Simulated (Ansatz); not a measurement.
Pt

The calculation's input:

```
crystal:
  lattice:
    - [2.5171941276, 0.0, 0.0]
    - [0.0, 2.5261121274, 0.0]
    - [0.0, 0.0, 23.8]
  atoms:
    - { symbol: Pt, position: [0.0, 0.5, 0.2941176471] }
  periodic: [true, true, false]
basis:
  ecutwfc: 420
kpoints:
  mp_grid: { grid: [22, 22, 1] }
hamiltonian:
  xc: pbe
scf:
  occupations: { method: gaussian, width: 0.1 }
output:
  forces: true
  stress: true
  eigenvalues: true
  write_density: true
  write_potential: true
  elf: true
  volumetric_format: npy
relax:
  adjacent_minimum: "off"
  f_tol: 0.01
  max_steps: 80
  cell: { stress_2d_tol: 0.02 }
```

Launched as:

```sh
ansatz run input.yaml --threads 1 --pin off --max-ram 2048MiB --backend cpu --events-out ev --progress --plain --runs-dir out
```

The fields are those of the relaxed geometry.

A structure generated by program, which may or may not match a known phase.

Theory: DFT PBE, scalar-relativistic, plane waves, PAW (Ansatz).

> Predict the valence pseudo-density and electron localisation function between the atoms.

Pt–Pt (2.52 Å): ρ is about 0.58 e/Å³ halfway; the ELF is about 0.30 at the midpoint; no localised pair shows between them.

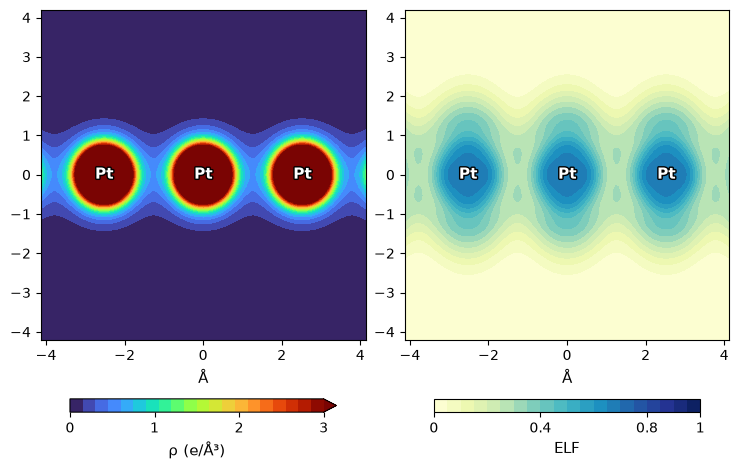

Computed valence pseudo-density and electron localisation function on the (100) plane of the calculation cell, a cut from vacuum to vacuum, in this order. 

The density is the valence pseudo-density of a PAW calculation; it isn't the true density close to the nuclei.
